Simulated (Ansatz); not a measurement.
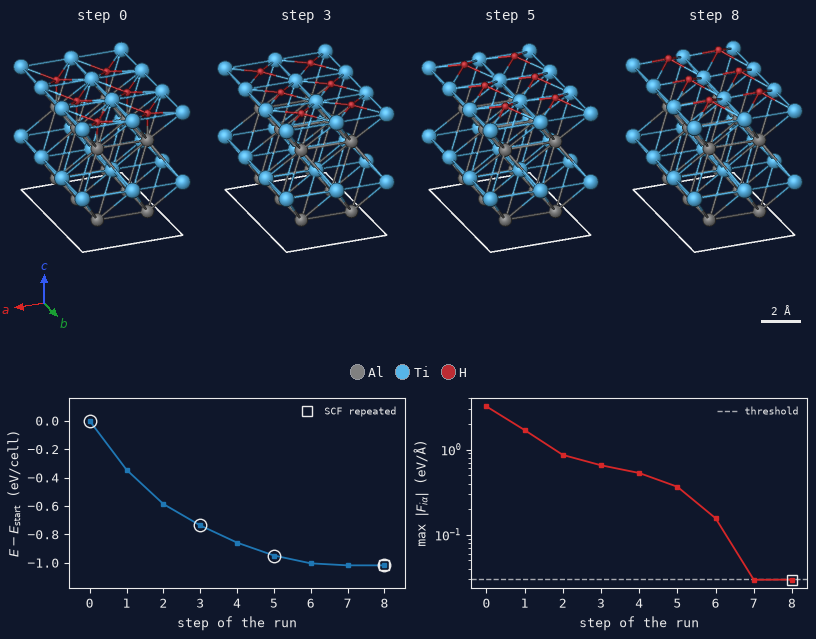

Frames of a constrained relaxation of a slab of composition Ti₂Al₂H (cut from the P4/mmm phase), marked on the history of the run. The picture is a ball-and-stick view of the 2 × 3 repeat of the cell, outlined in the plane, without the vacuum, seen from a free direction.

Case: H put over an Al atom of a lower plane. The slab is the (0 0 1) face of TiAl with H on it. 2 atoms are held fixed.

All numbers below come from Ansatz 0.2.0, DFT PBEsol, scalar-relativistic, plane waves, PAW.

Input file:
```yaml
crystal:
  lattice:
    - [2.7951585984, 0.0, 0.0]
    - [0.0, 2.7951585984, 0.0]
    - [0.0, 0.0, 25.0581107127]
  atoms:
    - { symbol: Al, position: [0.5, 0.5, 0.339211527] }
    - { symbol: Ti, position: [0.0, 0.0, 0.4197990167] }
    - { symbol: Al, position: [0.5, 0.5, 0.5009340684] }
    - { symbol: Ti, position: [0.0, 0.0, 0.5775789365] }
    - { symbol: H, position: [0.5, 0.5, 0.5616160411] }
basis:
  ecutwfc: 420
kpoints:
  mp_grid: { grid: [10, 10, 1] }
hamiltonian:
  xc: pbesol
scf:
  occupations: { method: gaussian, width: 0.1 }
output:
  forces: true
  eigenvalues: true
  write_density: true
  write_potential: true
  elf: true
  volumetric_format: npy
relax:
  adjacent_minimum: "off"
  f_tol: 0.03
  max_steps: 70
  constraints: [{ sites: [0, 1] }]
efield:
  axis: 3
  dipole_correction: true
  ramp_width: 0.04
```

Command:
```bash
ansatz run input.yaml --threads 1 --pin off --max-ram 2560MiB --backend cpu --events-out ev --progress --plain --runs-dir out
```

What happens along the run?

Answer. The largest move is that of H5, 1.22 Å along the normal (+c). Largest moves by element: H 1.22 Å, Ti 0.08 Å. Al stays in place. The cell doesn't change. Some distances before and after: Al3–H5 1.521 → 2.742 Å, Ti4–H5 2.017 → 2.113 Å, Al3–Ti4 2.756 → 2.809 Å. Bonds break: Al3–H5 (1.52 → 2.74 Å). Bond angles that change, for instance: Ti4–H5–Ti4 157.1° → 138.6°, Ti4–H5–Ti4 87.7° → 82.8°. Over 7 accepted moves (8 points after the start) the energy falls by 1.018 eV per cell of the calculation. The largest force component goes from 3.2 to 0.03 eV/Å. 1 step only repeated the SCF at the same geometry. The run took 96 s on 1 thread of Arm Neoverse V1 (shared host), peak memory 0.41 GiB. From step 0 to 3: H5 moves most (0.47 Å), energy −0.736 eV per cell of the calculation. From step 3 to 5: H5 moves most (0.40 Å), energy −0.212 eV per cell of the calculation. From step 5 to 8: H5 moves most (0.36 Å), energy −69.4 meV per cell of the calculation.

Limits of the set-up: the periodic images lie only 2.8 Å apart, so the values are limited by the cell's size.
